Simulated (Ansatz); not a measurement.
**Geometry relaxation of Zn₂₄O₂₃ (part 3 of 3)**

Zn₂₄O₂₃ (defect cell, 47 atoms in the cell); DFT PBE, scalar-relativistic, plane waves, PAW, no spin polarisation (Ansatz 0.2.0); cutoff 420 eV, 2×2×2 k-mesh, Gaussian smearing of 0.01 eV. The structure derives from a Materials Project entry. It belongs to a series of runs on one base structure; here: O vacancy (site b), charge +0, atoms relaxed at the host's cell.

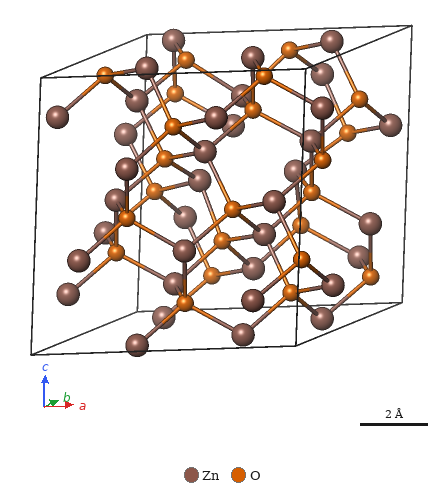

*The geometry at step 4 of the log (ball-and-stick view of the cell of the calculation, seen slightly off an axis).*

**Trajectory as extended XYZ (Å, eV, eV/Å), 6 frames, from step=1 to step=6**
```
47
Lattice="-3.2794 5.6801 5.2932 -3.2794 -5.6801 5.2932 6.5588 -0.0000 5.2932" Properties=species:S:1:pos:R:3:forces:R:3 step=1 energy=-92715.41209
Zn    0.0000   -1.8934    7.9430    0.0000   0.0000   0.4973
Zn   -1.6397    0.9467    7.9430    0.0264   0.0220  -0.0046
Zn    1.6397   -4.7334    7.9430    0.0352   0.0462   0.0070
Zn    3.2794   -1.8934    7.9430    0.0059  -0.0338  -0.0046
Zn   -3.2794   -1.8934    7.9430    0.0224  -0.0536   0.0070
Zn    1.6397    0.9467    2.6498   -0.0322   0.0118  -0.0046
Zn    1.6397    0.9467    7.9430   -0.0576   0.0074   0.0070
Zn   -4.9191    0.9467    7.9430   -0.0079   0.0378   0.0087
Zn    0.0000    3.7867    7.9430   -0.0288  -0.0258   0.0087
Zn   -1.6397    0.9467    2.6498    0.0367  -0.0120   0.0087
Zn    3.2794    3.7867    7.9430    0.0000   0.0000  -0.0553
Zn    0.0000   -1.8934    2.6498    0.0000   0.0000  -0.0040
Zn   -1.6397   -0.9467    5.2964    0.0337   0.0204  -0.0351
Zn   -3.2794    1.8934    5.2964    0.0328   0.0214   0.0165
Zn    0.0000   -3.7867    5.2964   -0.0345   0.0189  -0.0351
Zn    1.6397   -0.9467    5.2964    0.0009  -0.0394  -0.0351
Zn    1.6397   -0.9467   10.5897   -0.4373  -0.2530  -0.1501
Zn   -3.2794   -3.7867    5.2964   -0.0132   0.0071   0.0263
Zn    0.0000    1.8934    5.2964    0.0127   0.0079   0.0263
Zn    0.0000    1.8934   10.5897    0.0005  -0.0150   0.0263
Zn   -1.6397    4.7334    5.2964   -0.0349   0.0177   0.0165
Zn    3.2794    1.8934    5.2964   -0.0004   0.5052  -0.1501
Zn   -1.6397   -0.9467   10.5897    0.4378  -0.2522  -0.1501
Zn    4.9191   -0.9467    5.2964    0.0022  -0.0391   0.0165
O    -1.6397    0.9467    9.9497   -0.0106  -0.0938   0.0262
O     1.6397   -4.7334    9.9497   -0.0862   0.0378   0.0124
O     3.2794   -1.8934    9.9497   -0.0759   0.0561   0.0262
O    -3.2794   -1.8934    9.9497    0.0758   0.0557   0.0124
O     1.6397    0.9467    4.6565    0.0865   0.0377   0.0262
O     1.6397    0.9467    9.9497    0.0103  -0.0935   0.0124
O    -4.9191    0.9467    9.9497   -0.0067   0.0050   0.0009
O     0.0000    3.7867    9.9497   -0.0010  -0.0083   0.0009
O    -1.6397    0.9467    4.6565    0.0077   0.0033   0.0009
O     3.2794    3.7867    9.9497    0.0000   0.0000  -0.0299
O     0.0000   -1.8934    4.6565    0.0000   0.0000   0.0127
O    -1.6397   -0.9467    7.3031    0.0677  -0.0503   0.0218
O    -3.2794    1.8934    7.3031    0.0014  -0.0126  -0.0008
O     0.0000   -3.7867    7.3031    0.0097   0.0838   0.0218
O     1.6397   -0.9467    7.3031   -0.0774  -0.0335   0.0218
O     1.6397   -0.9467   12.5963    0.0156  -0.0012  -0.0774
O    -3.2794   -3.7867    7.3031    0.0121   0.0031   0.0082
O     0.0000    1.8934    7.3031   -0.0033  -0.0120   0.0082
O     0.0000    1.8934   12.5963   -0.0087   0.0089   0.0082
O    -1.6397    4.7334    7.3031    0.0102   0.0075  -0.0008
O     3.2794    1.8934    7.3031   -0.0089  -0.0129  -0.0774
O    -1.6397   -0.9467   12.5963   -0.0068   0.0141  -0.0774
O     4.9191   -0.9467    7.3031   -0.0116   0.0051  -0.0008
47
Lattice="-3.2794 5.6801 5.2932 -3.2794 -5.6801 5.2932 6.5588 -0.0000 5.2932" Properties=species:S:1:pos:R:3:forces:R:3 step=2 energy=-92715.58167
Zn    0.0000   -1.8934    8.0292    0.0000   0.0000   0.3339
Zn   -1.6361    0.9414    7.9477    0.0012   0.0253  -0.0134
Zn    1.6387   -4.7322    7.9410    0.0128   0.0033  -0.0217
Zn    3.2730   -1.8938    7.9477    0.0214  -0.0137  -0.0134
Zn   -3.2778   -1.8931    7.9410   -0.0035  -0.0128  -0.0217
Zn    1.6425    0.9524    2.6545   -0.0225  -0.0117  -0.0134
Zn    1.6392    0.9452    7.9410   -0.0093   0.0095  -0.0217
Zn   -4.9186    0.9410    7.9397    0.0048   0.0180  -0.0099
Zn    0.0047    3.7899    7.9397   -0.0180  -0.0048  -0.0099
Zn   -1.6448    0.9491    2.6465    0.0132  -0.0132  -0.0099
Zn    3.2794    3.7867    7.9337    0.0000   0.0000   0.0172
Zn    0.0000   -1.8934    2.6507    0.0000   0.0000   0.0081
Zn   -1.6459   -0.9495    5.3030    0.0214  -0.0044   0.0031
Zn   -3.2853    1.8875    5.2927    0.0077  -0.0187   0.0279
Zn    0.0056   -3.7906    5.3030   -0.0069   0.0207   0.0031
Zn    1.6403   -0.9399    5.3030   -0.0145  -0.0163   0.0031
Zn    1.5659   -0.9891   10.5621   -0.3036  -0.1796  -0.1129
Zn   -3.2864   -3.7834    5.2959    0.0147  -0.0060   0.0109
Zn    0.0064    1.8978    5.2959   -0.0125  -0.0098   0.0109
Zn    0.0007    1.8856   10.5892   -0.0022   0.0157   0.0109
Zn   -1.6317    4.7312    5.2927    0.0124   0.0160   0.0279
Zn    3.2795    1.9784    5.2689   -0.0037   0.3528  -0.1129
Zn   -1.5661   -0.9893   10.5621    0.3074  -0.1732  -0.1129
Zn    4.9169   -0.9386    5.2927   -0.0200   0.0027   0.0279
O    -1.6349    0.9215    9.9570   -0.0166  -0.0070   0.0111
O     1.6199   -4.7150    9.9505   -0.0077  -0.0185  -0.0051
O     3.2552   -1.8850    9.9570    0.0022   0.0179   0.0111
O    -3.2535   -1.8854    9.9505   -0.0122   0.0159  -0.0051
O     1.6591    0.9635    4.6638    0.0144  -0.0109   0.0111
O     1.6337    0.9203    9.9505    0.0199   0.0026  -0.0051
O    -4.9201    0.9490    9.9502   -0.0129  -0.0022  -0.0066
O    -0.0015    3.7847    9.9502    0.0084  -0.0101  -0.0066
O    -1.6372    0.9464    4.6569    0.0046   0.0123  -0.0066
O     3.2794    3.7867    9.9445    0.0000   0.0000  -0.0169
O     0.0000   -1.8934    4.6615    0.0000   0.0000  -0.0341
O    -1.6238   -0.9575    7.3169    0.0146  -0.0129  -0.0026
O    -3.2768    1.8899    7.3025    0.0037  -0.0024  -0.0006
O     0.0014   -3.7675    7.3169    0.0039   0.0191  -0.0026
O     1.6224   -0.9551    7.3169   -0.0185  -0.0062  -0.0026
O     1.6380   -0.9520   12.5740    0.0158   0.0029   0.0090
O    -3.2799   -3.7871    7.3037    0.0033  -0.0091   0.0080
O    -0.0001    1.8940    7.3037   -0.0096   0.0017   0.0080
O     0.0006    1.8931   12.5970    0.0062   0.0074   0.0080
O    -1.6380    4.7373    7.3025    0.0002   0.0044  -0.0006
O     3.2756    1.8975    7.2807   -0.0054  -0.0151   0.0090
O    -1.6342   -0.9455   12.5740   -0.0104   0.0122   0.0090
O     4.9148   -0.9472    7.3025   -0.0039  -0.0020  -0.0006
47
Lattice="-3.2794 5.6801 5.2932 -3.2794 -5.6801 5.2932 6.5588 -0.0000 5.2932" Properties=species:S:1:pos:R:3:forces:R:3 step=3 energy=-92715.64511
Zn    0.0000   -1.8934    8.1759    0.0000   0.0000  -0.2207
Zn   -1.6341    0.9410    7.9564   -0.0027   0.0161   0.0058
Zn    1.6409   -4.7379    7.9232    0.0061  -0.0197  -0.0238
Zn    3.2717   -1.8953    7.9564    0.0153  -0.0057   0.0058
Zn   -3.2839   -1.8922    7.9232   -0.0202   0.0046  -0.0238
Zn    1.6419    0.9543    2.6631   -0.0126  -0.0104   0.0058
Zn    1.6430    0.9500    7.9232    0.0140   0.0152  -0.0238
Zn   -4.9141    0.9301    7.9286   -0.0060  -0.0051  -0.0096
Zn    0.0118    3.7993    7.9286    0.0074  -0.0027  -0.0096
Zn   -1.6565    0.9507    2.6354   -0.0014   0.0078  -0.0096
Zn    3.2794    3.7867    7.9565    0.0000   0.0000   0.0942
Zn    0.0000   -1.8934    2.6497    0.0000   0.0000   0.0003
Zn   -1.6513   -0.9605    5.3223   -0.0030  -0.0024   0.0085
Zn   -3.3002    1.8668    5.2948   -0.0088  -0.0311   0.0046
Zn    0.0178   -3.7898    5.3223    0.0036  -0.0014   0.0085
Zn    1.6335   -0.9297    5.3223   -0.0006   0.0038   0.0085
Zn    1.4428   -1.0587   10.5109    0.2096   0.1155   0.0671
Zn   -3.2826   -3.7878    5.2894    0.0112  -0.0146  -0.0091
Zn    0.0007    1.8966    5.2894   -0.0183  -0.0024  -0.0091
Zn    0.0025    1.8911   10.5826    0.0071   0.0170  -0.0091
Zn   -1.6062    4.7286    5.2948    0.0314   0.0079   0.0046
Zn    3.2809    2.1199    5.2177   -0.0048  -0.2393   0.0671
Zn   -1.4443   -1.0612   10.5109   -0.2048   0.1238   0.0671
Zn    4.9065   -0.9153    5.2948   -0.0226   0.0232   0.0046
O    -1.6266    0.8933    9.9712    0.0211  -0.0344   0.0054
O     1.6000   -4.6870    9.9394   -0.0104   0.0137   0.0250
O     3.2266   -1.8780    9.9712   -0.0403  -0.0011   0.0054
O    -3.2193   -1.8822    9.9394    0.0171   0.0021   0.0250
O     1.6794    0.9847    4.6780    0.0192   0.0355   0.0054
O     1.6193    0.8891    9.9394   -0.0067  -0.0158   0.0250
O    -4.9085    0.9480    9.9450   -0.0267  -0.0012   0.0138
O    -0.0064    3.7952    9.9450    0.0144  -0.0226   0.0138
O    -1.6439    0.9369    4.6518    0.0124   0.0237   0.0138
O     3.2794    3.7867    9.9692    0.0000   0.0000  -0.0865
O     0.0000   -1.8934    4.6596    0.0000   0.0000   0.0067
O    -1.6024   -0.9688    7.3446    0.0190  -0.0178   0.0053
O    -3.2737    1.8866    7.3038    0.0060  -0.0129  -0.0052
O     0.0005   -3.7433    7.3446    0.0060   0.0253   0.0053
O     1.6018   -0.9679    7.3446   -0.0249  -0.0075   0.0053
O     1.6242   -0.9620   12.5438    0.0085  -0.0042  -0.0255
O    -3.2826   -3.7937    7.3000    0.0092  -0.0016   0.0065
O    -0.0045    1.8996    7.3000   -0.0060  -0.0072   0.0065
O     0.0076    1.8941   12.5932   -0.0032   0.0088   0.0065
O    -1.6367    4.7417    7.3038    0.0082   0.0117  -0.0052
O     3.2739    1.9145    7.2505   -0.0079  -0.0052  -0.0255
O    -1.6186   -0.9525   12.5438   -0.0006   0.0094  -0.0255
O     4.9104   -0.9482    7.3038   -0.0142   0.0012  -0.0052
47
Lattice="-3.2794 5.6801 5.2932 -3.2794 -5.6801 5.2932 6.5588 -0.0000 5.2932" Properties=species:S:1:pos:R:3:forces:R:3 step=4 energy=-92715.66499
Zn    0.0000   -1.8934    8.1340    0.0000   0.0000   0.0041
Zn   -1.6350    0.9415    7.9555    0.0009   0.0012   0.0025
Zn    1.6413   -4.7371    7.9252   -0.0019  -0.0074  -0.0094
Zn    3.2726   -1.8949    7.9555    0.0006  -0.0014   0.0025
Zn   -3.2834   -1.8929    7.9252   -0.0055   0.0053  -0.0094
Zn    1.6418    0.9533    2.6623   -0.0015   0.0002   0.0025
Zn    1.6421    0.9499    7.9252    0.0073   0.0021  -0.0094
Zn   -4.9160    0.9329    7.9308   -0.0018  -0.0053  -0.0015
Zn    0.0104    3.7963    7.9308    0.0055   0.0011  -0.0015
Zn   -1.6532    0.9509    2.6376   -0.0037   0.0042  -0.0015
Zn    3.2794    3.7867    7.9550    0.0000   0.0000   0.0273
Zn    0.0000   -1.8934    2.6490    0.0000   0.0000   0.0037
Zn   -1.6493   -0.9571    5.3173    0.0006  -0.0034   0.0074
Zn   -3.2962    1.8704    5.2952   -0.0057  -0.0090   0.0000
Zn    0.0139   -3.7898    5.3173    0.0027   0.0022   0.0074
Zn    1.6355   -0.9331    5.3173   -0.0033   0.0012   0.0074
Zn    1.4802   -1.0373   10.5250   -0.0001  -0.0012  -0.0018
Zn   -3.2836   -3.7885    5.2916    0.0036  -0.0041  -0.0058
Zn    0.0006    1.8979    5.2916   -0.0053  -0.0011  -0.0058
Zn    0.0037    1.8906   10.5848    0.0017   0.0052  -0.0058
Zn   -1.6114    4.7303    5.2952    0.0106  -0.0004   0.0000
Zn    3.2806    2.0768    5.2318   -0.0010   0.0007  -0.0018
Zn   -1.4815   -1.0395   10.5250    0.0011   0.0005  -0.0018
Zn    4.9076   -0.9206    5.2952   -0.0049   0.0094   0.0000
O    -1.6276    0.9009    9.9690   -0.0070  -0.0003  -0.0006
O     1.6052   -4.6952    9.9418    0.0015  -0.0069   0.0072
O     3.2337   -1.8809    9.9690    0.0032   0.0062  -0.0006
O    -3.2291   -1.8825    9.9418   -0.0067   0.0021   0.0072
O     1.6733    0.9800    4.6758    0.0038  -0.0059  -0.0006
O     1.6239    0.8977    9.9418    0.0052   0.0048   0.0072
O    -4.9134    0.9480    9.9466   -0.0027   0.0012   0.0004
O    -0.0040    3.7909    9.9466    0.0003  -0.0030   0.0004
O    -1.6414    0.9411    4.6533    0.0024   0.0018   0.0004
O     3.2794    3.7867    9.9603    0.0000   0.0000  -0.0145
O     0.0000   -1.8934    4.6591    0.0000   0.0000  -0.0073
O    -1.6073   -0.9665    7.3371   -0.0052   0.0013  -0.0077
O    -3.2743    1.8862    7.3037    0.0014   0.0031  -0.0015
O     0.0010   -3.7487    7.3371    0.0015  -0.0051  -0.0077
O     1.6063   -0.9648    7.3371    0.0037   0.0038  -0.0077
O     1.6276   -0.9596   12.5509    0.0101   0.0039   0.0022
O    -3.2808   -3.7931    7.3014   -0.0001  -0.0003   0.0043
O    -0.0048    1.8978    7.3014   -0.0002   0.0003   0.0043
O     0.0063    1.8953   12.5947    0.0003   0.0001   0.0043
O    -1.6360    4.7413    7.3037   -0.0033  -0.0003  -0.0015
O     3.2743    1.9103    7.2577   -0.0017  -0.0107   0.0022
O    -1.6225   -0.9507   12.5509   -0.0084   0.0068   0.0022
O     4.9104   -0.9475    7.3037    0.0020  -0.0027  -0.0015
47
Lattice="-3.2794 5.6801 5.2932 -3.2794 -5.6801 5.2932 6.5588 -0.0000 5.2932" Properties=species:S:1:pos:R:3:forces:R:3 step=5 energy=-92715.66499
Zn    0.0000   -1.8934    8.1340    0.0000   0.0000   0.0042
Zn   -1.6350    0.9415    7.9555    0.0010   0.0012   0.0025
Zn    1.6413   -4.7371    7.9252   -0.0018  -0.0073  -0.0094
Zn    3.2726   -1.8949    7.9555    0.0006  -0.0014   0.0025
Zn   -3.2834   -1.8929    7.9252   -0.0054   0.0052  -0.0094
Zn    1.6418    0.9533    2.6623   -0.0015   0.0002   0.0025
Zn    1.6421    0.9499    7.9252    0.0072   0.0021  -0.0094
Zn   -4.9160    0.9329    7.9308   -0.0018  -0.0052  -0.0015
Zn    0.0104    3.7963    7.9308    0.0055   0.0010  -0.0015
Zn   -1.6532    0.9509    2.6376   -0.0036   0.0042  -0.0015
Zn    3.2794    3.7867    7.9550    0.0000   0.0000   0.0272
Zn    0.0000   -1.8934    2.6490    0.0000   0.0000   0.0038
Zn   -1.6493   -0.9571    5.3173    0.0007  -0.0034   0.0073
Zn   -3.2962    1.8704    5.2952   -0.0056  -0.0089   0.0000
Zn    0.0139   -3.7898    5.3173    0.0026   0.0023   0.0073
Zn    1.6355   -0.9331    5.3173   -0.0033   0.0011   0.0073
Zn    1.4802   -1.0373   10.5250   -0.0002  -0.0013  -0.0019
Zn   -3.2836   -3.7885    5.2916    0.0036  -0.0040  -0.0058
Zn    0.0006    1.8979    5.2916   -0.0053  -0.0011  -0.0058
Zn    0.0037    1.8906   10.5848    0.0017   0.0051  -0.0058
Zn   -1.6114    4.7303    5.2952    0.0105  -0.0004   0.0000
Zn    3.2806    2.0768    5.2318   -0.0010   0.0008  -0.0019
Zn   -1.4815   -1.0395   10.5250    0.0012   0.0005  -0.0019
Zn    4.9076   -0.9206    5.2952   -0.0049   0.0093   0.0000
O    -1.6276    0.9009    9.9690   -0.0070  -0.0003  -0.0006
O     1.6052   -4.6952    9.9418    0.0015  -0.0069   0.0072
O     3.2337   -1.8809    9.9690    0.0032   0.0063  -0.0006
O    -3.2291   -1.8825    9.9418   -0.0067   0.0021   0.0072
O     1.6733    0.9800    4.6758    0.0038  -0.0059  -0.0006
O     1.6239    0.8977    9.9418    0.0052   0.0048   0.0072
O    -4.9134    0.9480    9.9466   -0.0028   0.0012   0.0003
O    -0.0040    3.7909    9.9466    0.0003  -0.0030   0.0003
O    -1.6414    0.9411    4.6533    0.0025   0.0018   0.0003
O     3.2794    3.7867    9.9603    0.0000   0.0000  -0.0145
O     0.0000   -1.8934    4.6591    0.0000   0.0000  -0.0073
O    -1.6073   -0.9665    7.3371   -0.0052   0.0013  -0.0077
O    -3.2743    1.8862    7.3037    0.0014   0.0031  -0.0016
O     0.0010   -3.7487    7.3371    0.0015  -0.0052  -0.0077
O     1.6063   -0.9648    7.3371    0.0037   0.0038  -0.0077
O     1.6276   -0.9596   12.5509    0.0101   0.0039   0.0023
O    -3.2808   -3.7931    7.3014   -0.0001  -0.0003   0.0043
O    -0.0048    1.8978    7.3014   -0.0002   0.0003   0.0043
O     0.0063    1.8953   12.5947    0.0004   0.0001   0.0043
O    -1.6360    4.7413    7.3037   -0.0033  -0.0004  -0.0016
O     3.2743    1.9103    7.2577   -0.0017  -0.0107   0.0023
O    -1.6225   -0.9507   12.5509   -0.0084   0.0068   0.0023
O     4.9104   -0.9475    7.3037    0.0020  -0.0027  -0.0016
47
Lattice="-3.2794 5.6801 5.2932 -3.2794 -5.6801 5.2932 6.5588 -0.0000 5.2932" Properties=species:S:1:pos:R:3:forces:R:3 step=6 energy=-92715.66516
Zn    0.0000   -1.8934    8.1346    0.0000   0.0000   0.0012
Zn   -1.6348    0.9421    7.9562    0.0004   0.0011  -0.0001
Zn    1.6409   -4.7382    7.9236    0.0011   0.0004  -0.0007
Zn    3.2730   -1.8953    7.9562    0.0008  -0.0009  -0.0001
Zn   -3.2842   -1.8920    7.9236   -0.0002  -0.0012  -0.0007
Zn    1.6412    0.9532    2.6630   -0.0011  -0.0002  -0.0001
Zn    1.6433    0.9501    7.9236   -0.0009   0.0007  -0.0007
Zn   -4.9162    0.9324    7.9304   -0.0004   0.0008   0.0001
Zn    0.0109    3.7964    7.9304   -0.0005  -0.0007   0.0001
Zn   -1.6535    0.9513    2.6371    0.0009   0.0000   0.0001
Zn    3.2794    3.7867    7.9595    0.0000   0.0000   0.0017
Zn    0.0000   -1.8934    2.6488    0.0000   0.0000  -0.0002
Zn   -1.6487   -0.9573    5.3182   -0.0003   0.0000   0.0001
Zn   -3.2968    1.8690    5.2954   -0.0006  -0.0010   0.0010
Zn    0.0137   -3.7892    5.3182    0.0001  -0.0003   0.0001
Zn    1.6349   -0.9336    5.3182    0.0002   0.0003   0.0001
Zn    1.4799   -1.0373   10.5248    0.0009   0.0004  -0.0006
Zn   -3.2830   -3.7888    5.2905    0.0003  -0.0012  -0.0002
Zn    0.0000    1.8976    5.2905   -0.0012   0.0003  -0.0002
Zn    0.0037    1.8913   10.5838    0.0009   0.0009  -0.0002
Zn   -1.6099    4.7305    5.2954    0.0012   0.0000   0.0010
Zn    3.2808    2.0771    5.2316   -0.0001  -0.0010  -0.0006
Zn   -1.4813   -1.0397   10.5248   -0.0008   0.0005  -0.0006
Zn    4.9067   -0.9194    5.2954   -0.0006   0.0010   0.0010
O    -1.6285    0.9009    9.9695   -0.0001  -0.0010  -0.0001
O     1.6054   -4.6954    9.9415   -0.0004   0.0001   0.0014
O     3.2341   -1.8802    9.9695   -0.0008   0.0006  -0.0001
O    -3.2293   -1.8826    9.9415    0.0003   0.0003   0.0014
O     1.6738    0.9793    4.6763    0.0009   0.0004  -0.0001
O     1.6240    0.8980    9.9415    0.0001  -0.0004   0.0014
O    -4.9132    0.9481    9.9463   -0.0009   0.0003   0.0001
O    -0.0042    3.7911    9.9463    0.0002  -0.0009   0.0001
O    -1.6414    0.9409    4.6530    0.0007   0.0007   0.0001
O     3.2794    3.7867    9.9616    0.0000   0.0000  -0.0033
O     0.0000   -1.8934    4.6583    0.0000   0.0000  -0.0003
O    -1.6075   -0.9661    7.3369    0.0005  -0.0009  -0.0008
O    -3.2743    1.8862    7.3036    0.0004   0.0002  -0.0002
O     0.0007   -3.7491    7.3369    0.0005   0.0009  -0.0008
O     1.6068   -0.9649    7.3369   -0.0010   0.0000  -0.0008
O     1.6273   -0.9594   12.5511    0.0004  -0.0003  -0.0010
O    -3.2808   -3.7929    7.3013    0.0004   0.0001   0.0012
O    -0.0046    1.8977    7.3013   -0.0001  -0.0004   0.0012
O     0.0061    1.8952   12.5945   -0.0003   0.0003   0.0012
O    -1.6361    4.7414    7.3036   -0.0004   0.0002  -0.0002
O     3.2745    1.9105    7.2578   -0.0005  -0.0002  -0.0010
O    -1.6224   -0.9510   12.5511    0.0001   0.0005  -0.0010
O     4.9104   -0.9476    7.3036    0.0000  -0.0004  -0.0002
```

**Summary**

| quantity | value |
| --- | --- |
| outcome | converged |
| electrons treated | 426 |
| free energy | −92715.6652 eV |
| Fermi energy | 7.716 eV |
| gap on the k-point mesh | 1.89 eV |
| final volume | 591.59 Å³ |
| largest force (length of the vector) at the end | 0.003 eV/Å |
| hardware | 4 threads of Arm Neoverse V2, 24 GiB of memory available, shared host |
| wall time | 1.8 min (CPU time 7.2 min) |
| peak memory | 1.7 GiB |
